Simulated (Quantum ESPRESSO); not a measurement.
## Band-structure run of Cd2S (part 3 of 3)

Cd2S (P3m1, 3 atoms in the cell); Kohn-Sham DFT of a periodic cell, r2SCAN, SG15 PBE 1.2, no spin polarisation (Quantum ESPRESSO 7.5); cutoff 952.4 eV, 6×6×4 k-mesh, fermi-dirac of 0.05 eV. The structure derives from a Materials Project entry.

Geometry of the input (Å; fractional positions):
```
3.9627  0.0000  0.0000
-1.9813  3.4318  0.0000
0.0000  0.0000  5.8092
Cd 0.3333  0.6667  0.9327
Cd 0.6667  0.3333  0.5787
S  0.3333  0.6667  0.3657
```

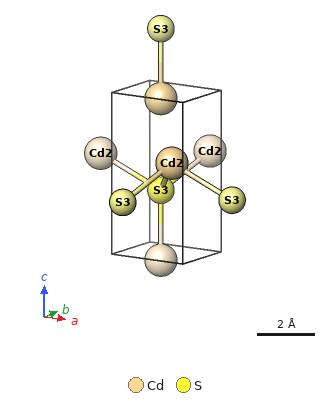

Fig. 1: The structure (ball-and-stick view of the cell of the calculation, seen slightly off an axis; neighbours outside the cell are drawn fainter; atoms are numbered from 1 in the order of the input). An atom can appear more than once, as a periodic image.

The program's output, continued
```
   -96.4430 -96.1286 -56.3827 -56.3822 -56.3746 -56.0792 -56.0785 -56.0782
    -3.9474   0.1889   0.2098   0.3401   0.4058   0.5374   0.6838   0.7182
     0.8681   0.9411   1.1430   4.6994   5.5047   6.7994   8.4707   9.9578
    12.3931  13.9235  15.1048  16.3686  17.2477  18.3627  19.6918  21.1103

          k = 0.3561 0.4112-0.3644 (  5284 PWs)   bands (ev):

   -96.4430 -96.1286 -56.3827 -56.3822 -56.3746 -56.0792 -56.0785 -56.0782
    -3.8978   0.0588   0.2542   0.3129   0.3960   0.5484   0.6454   0.7009
     0.8613   0.9345   1.1729   4.7524   5.3250   6.9528   8.4577  10.8186
    12.0640  13.3888  15.0881  16.3601  18.2266  18.5716  19.4291  20.1134

          k = 0.3561 0.4112-0.1822 (  5283 PWs)   bands (ev):

   -96.4430 -96.1286 -56.3827 -56.3822 -56.3746 -56.0792 -56.0785 -56.0782
    -3.9473   0.1922   0.2123   0.3430   0.3949   0.5516   0.6690   0.6949
     0.8571   0.9581   1.1697   4.6958   5.4749   6.8172   8.4247  10.1548
    12.2248  13.9935  14.7354  16.7660  17.2729  18.3664  19.6183  21.1254

          k = 0.3561 0.6168 0.0000 (  5268 PWs)   bands (ev):

   -96.4430 -96.1286 -56.3826 -56.3825 -56.3746 -56.0792 -56.0784 -56.0784
    -3.9498   0.1230   0.3613   0.4259   0.4573   0.4654   0.6900   0.7651
     0.8895   0.9250   1.2267   4.6905   5.9021   6.0628   8.6464   9.8369
    11.7038  13.4083  14.0858  16.7597  18.2487  18.3895  20.5486  22.2596

          k = 0.3561 0.6168 0.1822 (  5307 PWs)   bands (ev):

   -96.4430 -96.1286 -56.3826 -56.3825 -56.3746 -56.0792 -56.0784 -56.0784
    -3.9032   0.1693   0.2500   0.3423   0.4602   0.4739   0.7159   0.7305
     0.8788   0.8877   1.2550   4.8402   5.7211   6.0825   9.1871   9.7348
    10.8884  14.2894  15.2140  16.4930  17.1263  18.3997  20.3070  21.3774

          k = 0.3561 0.6168-0.3644 (  5274 PWs)   bands (ev):

   -96.4430 -96.1286 -56.3826 -56.3825 -56.3746 -56.0792 -56.0784 -56.0784
    -3.8545   0.0952   0.2292   0.3246   0.4627   0.4815   0.6684   0.7261
     0.8480   0.8856   1.2769   5.0114   5.4964   6.2854   8.6558  10.2964
    11.1366  14.5847  14.9811  16.2251  18.3870  18.7708  19.2914  20.3107

          k = 0.3561 0.6168-0.1822 (  5307 PWs)   bands (ev):

   -96.4430 -96.1286 -56.3826 -56.3825 -56.3746 -56.0792 -56.0784 -56.0784
    -3.9032   0.1693   0.2500   0.3423   0.4602   0.4739   0.7159   0.7305
     0.8788   0.8877   1.2550   4.8402   5.7211   6.0825   9.1871   9.7348
    10.8884  14.2894  15.2140  16.4930  17.1263  18.3997  20.3070  21.3772

          k = 0.3561-0.4112 0.0000 (  5283 PWs)   bands (ev):

   -96.4430 -96.1286 -56.3827 -56.3822 -56.3746 -56.0792 -56.0785 -56.0782
    -3.9947   0.1658   0.2942   0.3743   0.4733   0.5390   0.6481   0.7273
     0.8563   0.9781   1.1367   4.5986   5.9243   6.6495   7.6927  10.3870
    12.5381  13.4804  15.0268  15.9093  17.8252  18.5119  20.2680  21.6772

          k = 0.3561-0.4112 0.1822 (  5283 PWs)   bands (ev):

   -96.4430 -96.1286 -56.3827 -56.3822 -56.3746 -56.0792 -56.0785 -56.0782
    -3.9473   0.1922   0.2123   0.3430   0.3949   0.5516   0.6690   0.6949
     0.8571   0.9581   1.1697   4.6958   5.4749   6.8172   8.4247  10.1548
    12.2248  13.9935  14.7354  16.7660  17.2729  18.3664  19.6183  21.1254

          k = 0.3561-0.4112-0.3644 (  5284 PWs)   bands (ev):

   -96.4430 -96.1286 -56.3827 -56.3822 -56.3746 -56.0792 -56.0785 -56.0782
    -3.8978   0.0588   0.2542   0.3129   0.3960   0.5484   0.6454   0.7009
     0.8613   0.9345   1.1729   4.7524   5.3250   6.9528   8.4577  10.8186
    12.0640  13.3888  15.0881  16.3601  18.2266  18.5716  19.4291  20.1134

          k = 0.3561-0.4112-0.1822 (  5283 PWs)   bands (ev):

   -96.4430 -96.1286 -56.3827 -56.3822 -56.3746 -56.0792 -56.0785 -56.0782
    -3.9474   0.1889   0.2098   0.3401   0.4058   0.5374   0.6838   0.7182
     0.8681   0.9411   1.1430   4.6994   5.5047   6.7994   8.4707   9.9578
    12.3931  13.9235  15.1048  16.3686  17.2477  18.3627  19.6918  21.1103

          k = 0.3561-0.2056 0.0000 (  5277 PWs)   bands (ev):

   -96.4431 -96.1286 -56.3825 -56.3821 -56.3746 -56.0792 -56.0784 -56.0780
    -4.0860   0.2304   0.2330   0.3402   0.4870   0.5226   0.6599   0.6891
     0.7852   0.9796   1.0186   4.7371   5.8479   6.7345   7.4850  11.3433
    12.9594  14.2866  15.4348  16.8419  17.5600  17.9446  18.8221  20.7872

          k = 0.3561-0.2056 0.1822 (  5265 PWs)   bands (ev):

   -96.4431 -96.1286 -56.3825 -56.3821 -56.3746 -56.0792 -56.0784 -56.0780
    -4.0368   0.1569   0.2489   0.3032   0.4047   0.5174   0.6338   0.6738
     0.8358   1.0096   1.0426   4.3997   5.5825   7.5738   7.9332  11.0155
    13.0697  14.2404  14.6406  16.4462  17.9136  18.4501  18.7228  20.8017

          k = 0.3561-0.2056-0.3644 (  5258 PWs)   bands (ev):

   -96.4431 -96.1286 -56.3825 -56.3821 -56.3746 -56.0792 -56.0784 -56.0780
    -3.9854   0.0214   0.2798   0.2866   0.3869   0.4794   0.6632   0.6931
     0.8614   0.9858   1.0327   4.1351   5.6638   7.6619   8.6852  11.1661
    12.3388  14.1787  14.6562  16.5655  16.9268  18.7314  19.4793  20.4981

          k = 0.3561-0.2056-0.1822 (  5265 PWs)   bands (ev):

   -96.4431 -96.1286 -56.3825 -56.3821 -56.3746 -56.0792 -56.0784 -56.0780
    -4.0370   0.1440   0.2561   0.2968   0.4217   0.4926   0.6980   0.7059
     0.8613   0.9410   0.9944   4.4058   5.6497   7.5691   7.9331  10.5577
    13.5394  14.7233  14.7942  16.0665  17.3840  18.4909  18.5325  21.0439

          k = 0.3561 0.0000 0.0000 (  5282 PWs)   bands (ev):

   -96.4431 -96.1286 -56.3824 -56.3821 -56.3746 -56.0792 -56.0783 -56.0780
    -4.1322   0.2107   0.2469   0.3649   0.4621   0.4995   0.6442   0.7264
     0.7679   0.8920   1.0187   4.8229   5.8506   6.6969   7.3438  12.3820
    13.4157  14.1147  15.2341  16.3686  17.0892  18.2552  20.0457  20.4857

          k = 0.3561 0.0000 0.1822 (  5278 PWs)   bands (ev):

   -96.4431 -96.1286 -56.3824 -56.3821 -56.3746 -56.0792 -56.0783 -56.0780
    -4.0822   0.1588   0.2345   0.3363   0.3488   0.4935   0.6481   0.7511
     0.8097   0.9268   1.0120   4.2021   6.0296   7.3972   7.8353  11.7258
    13.2662  13.8684  15.4610  16.2468  17.1272  18.7433  19.7623  19.9990

          k = 0.3561 0.0000-0.3644 (  5260 PWs)   bands (ev):

   -96.4431 -96.1286 -56.3824 -56.3821 -56.3746 -56.0792 -56.0783 -56.0780
    -4.0296   0.0263   0.2645   0.2960   0.3346   0.4654   0.6574   0.7594
     0.8216   0.9544   1.0240   3.8528   6.1338   7.5084   8.8534  11.8365
    12.4970  13.0893  15.2351  16.3268  18.1740  19.0548  19.3865  20.3332

          k = 0.3561 0.0000-0.1822 (  5278 PWs)   bands (ev):

   -96.4431 -96.1286 -56.3824 -56.3821 -56.3746 -56.0792 -56.0783 -56.0780
    -4.0822   0.1588   0.2345   0.3363   0.3488   0.4935   0.6481   0.7511
     0.8097   0.9268   1.0120   4.2021   6.0296   7.3972   7.8353  11.7258
    13.2662  13.8684  15.4610  16.2468  17.1272  18.7433  19.7623  19.9990

          k =-0.5342-0.3084 0.0000 (  5300 PWs)   bands (ev):

   -96.4430 -96.1286 -56.3828 -56.3821 -56.3746 -56.0792 -56.0786 -56.0781
    -3.9935   0.2190   0.2609   0.3135   0.4923   0.5861   0.5987   0.7042
     0.8597   1.0251   1.1568   4.3758   5.8613   7.2763   7.7403   9.6275
    12.3920  14.0552  15.1622  16.8384  17.3013  17.9755  19.7669  20.8347

          k =-0.5342-0.3084 0.1822 (  5278 PWs)   bands (ev):

   -96.4430 -96.1286 -56.3828 -56.3821 -56.3746 -56.0792 -56.0786 -56.0781
    -3.9462   0.1674   0.2491   0.3126   0.3823   0.5959   0.6481   0.6804
     0.8646   1.0061   1.1502   4.5611   5.3887   7.3780   8.4165   9.3746
    13.1535  14.2846  14.3362  15.9100  17.6234  18.6339  19.2241  20.7043

          k =-0.5342-0.3084-0.3644 (  5268 PWs)   bands (ev):

   -96.4430 -96.1286 -56.3828 -56.3821 -56.3746 -56.0792 -56.0786 -56.0781
    -3.8968   0.0358   0.2854   0.2895   0.3937   0.5887   0.6449   0.6531
     0.8712   0.9889   1.1451   4.7774   5.1140   7.4851   8.0286  10.6355
    12.6654  13.7977  15.0896  15.6942  16.7460  18.0979  20.1544  21.4356

          k =-0.5342-0.1028 0.0000 (  5283 PWs)   bands (ev):

   -96.4430 -96.1286 -56.3827 -56.3822 -56.3746 -56.0792 -56.0785 -56.0782
    -3.9947   0.1658   0.2942   0.3743   0.4733   0.5390   0.6481   0.7273
     0.8563   0.9781   1.1367   4.5986   5.9243   6.6495   7.6927  10.3870
    12.5381  13.4804  15.0268  15.9093  17.8252  18.5119  20.2680  21.6772

          k =-0.5342-0.1028 0.1822 (  5283 PWs)   bands (ev):

   -96.4430 -96.1286 -56.3827 -56.3822 -56.3746 -56.0792 -56.0785 -56.0782
    -3.9473   0.1922   0.2123   0.3430   0.3949   0.5516   0.6690   0.6949
     0.8571   0.9581   1.1697   4.6958   5.4749   6.8172   8.4247  10.1548
    12.2248  13.9935  14.7354  16.7660  17.2729  18.3664  19.6183  21.1254

          k =-0.5342-0.1028-0.3644 (  5284 PWs)   bands (ev):

   -96.4430 -96.1286 -56.3827 -56.3822 -56.3746 -56.0792 -56.0785 -56.0782
    -3.8978   0.0588   0.2542   0.3129   0.3960   0.5484   0.6454   0.7009
     0.8613   0.9345   1.1729   4.7524   5.3250   6.9528   8.4577  10.8186
    12.0640  13.3888  15.0881  16.3601  18.2266  18.5716  19.4291  20.1133

          k =-0.5342-0.1028-0.1822 (  5283 PWs)   bands (ev):

   -96.4430 -96.1286 -56.3827 -56.3822 -56.3746 -56.0792 -56.0785 -56.0782
    -3.9474   0.1889   0.2098   0.3401   0.4058   0.5374   0.6838   0.7182
     0.8681   0.9411   1.1430   4.6994   5.5047   6.7994   8.4707   9.9578
    12.3931  13.9235  15.1048  16.3686  17.2477  18.3627  19.6918  21.1103

          k =-0.5342 0.1028 0.0000 (  5283 PWs)   bands (ev):

   -96.4430 -96.1286 -56.3827 -56.3822 -56.3746 -56.0792 -56.0785 -56.0782
    -3.9947   0.1658   0.2942   0.3743   0.4733   0.5390   0.6481   0.7273
     0.8563   0.9781   1.1367   4.5986   5.9243   6.6495   7.6927  10.3870
    12.5381  13.4804  15.0268  15.9093  17.8252  18.5119  20.2680  21.6772

          k =-0.5342 0.1028 0.1822 (  5283 PWs)   bands (ev):

   -96.4430 -96.1286 -56.3827 -56.3822 -56.3746 -56.0792 -56.0785 -56.0782
    -3.9474   0.1889   0.2098   0.3401   0.4058   0.5374   0.6838   0.7182
     0.8681   0.9411   1.1430   4.6994   5.5047   6.7994   8.4707   9.9578
    12.3931  13.9235  15.1048  16.3686  17.2477  18.3627  19.6918  21.1104

          k =-0.5342 0.1028-0.3644 (  5284 PWs)   bands (ev):

   -96.4430 -96.1286 -56.3827 -56.3822 -56.3746 -56.0792 -56.0785 -56.0782
    -3.8978   0.0588   0.2542   0.3129   0.3960   0.5484   0.6454   0.7009
     0.8613   0.9345   1.1729   4.7524   5.3250   6.9528   8.4577  10.8186
    12.0640  13.3888  15.0881  16.3601  18.2266  18.5716  19.4291  20.1133

          k =-0.5342 0.1028-0.1822 (  5283 PWs)   bands (ev):

   -96.4430 -96.1286 -56.3827 -56.3822 -56.3746 -56.0792 -56.0785 -56.0782
    -3.9473   0.1922   0.2123   0.3430   0.3949   0.5516   0.6690   0.6949
     0.8571   0.9581   1.1697   4.6958   5.4749   6.8172   8.4247  10.1548
    12.2248  13.9935  14.7354  16.7660  17.2729  18.3664  19.6183  21.1254

          k =-0.5342-0.9252 0.0000 (  5300 PWs)   bands (ev):

   -96.4430 -96.1286 -56.3828 -56.3821 -56.3746 -56.0792 -56.0786 -56.0781
    -3.9935   0.2190   0.2609   0.3135   0.4923   0.5861   0.5987   0.7042
     0.8597   1.0251   1.1568   4.3758   5.8613   7.2763   7.7403   9.6275
    12.3920  14.0552  15.1622  16.8384  17.3013  17.9755  19.7669  20.8347

          k =-0.5342-0.9252 0.1822 (  5278 PWs)   bands (ev):

   -96.4430 -96.1286 -56.3828 -56.3821 -56.3746 -56.0792 -56.0786 -56.0781
    -3.9462   0.1674   0.2491   0.3126   0.3823   0.5959   0.6481   0.6804
     0.8646   1.0061   1.1502   4.5611   5.3887   7.3780   8.4165   9.3746
    13.1535  14.2846  14.3362  15.9100  17.6234  18.6339  19.2241  20.7043

          k =-0.5342-0.9252-0.3644 (  5268 PWs)   bands (ev):

   -96.4430 -96.1286 -56.3828 -56.3821 -56.3746 -56.0792 -56.0786 -56.0781
    -3.8968   0.0358   0.2854   0.2895   0.3937   0.5887   0.6449   0.6531
     0.8712   0.9889   1.1451   4.7774   5.1140   7.4851   8.0286  10.6355
    12.6654  13.7977  15.0896  15.6942  16.7460  18.0979  20.1544  21.4356

     the Fermi energy is     9.2691 ev

!    total energy              =    -642.23108357 Ry
     estimated scf accuracy    <          4.3E-09 Ry
     smearing contrib. (-TS)   =      -0.00019786 Ry
     internal energy E=F+TS    =    -642.23088572 Ry

     The total energy is F=E-TS. E is the sum of the following terms:
     one-electron contribution =    -406.15693651 Ry
     hartree contribution      =     207.31411300 Ry
     xc contribution           =     -59.96490773 Ry
     ewald contribution        =    -383.42315447 Ry

     convergence has been achieved in  10 iterations

     Forces acting on atoms (cartesian axes, Ry/au):

     atom    1 type  1   force =    -0.00000019   -0.00000068    0.00037681
     atom    2 type  1   force =     0.00000012    0.00000058    0.00021461
     atom    3 type  2   force =     0.00000007    0.00000010   -0.00059142

     Total force =     0.000733     Total SCF correction =     0.000085
     SCF correction compared to forces is large: reduce conv_thr to get better values

     Computing stress (Cartesian axis) and pressure

          total   stress  (Ry/bohr**3)                   (kbar)     P=      -17.99
  -0.00011667   0.00000000  -0.00000000          -17.16        0.00       -0.00
   0.00000000  -0.00011667  -0.00000000            0.00      -17.16       -0.00
  -0.00000000  -0.00000000  -0.00013346           -0.00       -0.00      -19.63

=------------------------------------------------------------------------------=
   JOB DONE.
=------------------------------------------------------------------------------=
```

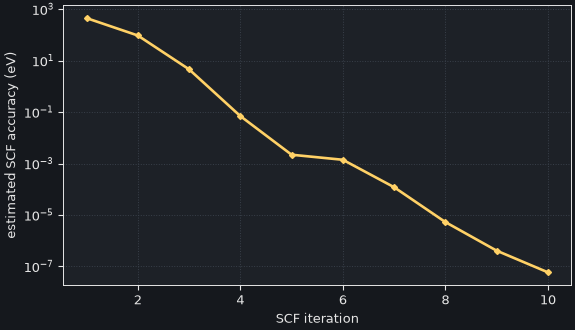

Fig. 2: Convergence of the self-consistent field: estimated SCF accuracy against the iteration. The field takes 10 iterations in all.

Results in brief

| quantity | value |
| --- | --- |
| outcome | converged |
| space group (tolerance 0.01 Å) | P3m1 (156) |
| electrons treated | 46 |
| free energy | −8737.9990 eV |
| Fermi energy | 9.269 eV |
| gap on the k-point mesh | 0.19 eV |
| pressure | −1.80 GPa |
| largest force (length of the vector) | 0.015 eV/Å |
| hardware | 2 threads of Intel Xeon (Sapphire Rapids), 16 GiB of memory available, shared host |
| wall time | 5.3 min (CPU time 11 min) |
| peak memory | 0.42 GiB |

Notes

Further notes kept with the run: potentials made for another functional. Notes on the run: SCF correction compared to forces is large. Points of doubt noted for this run: potentials made for another functional.
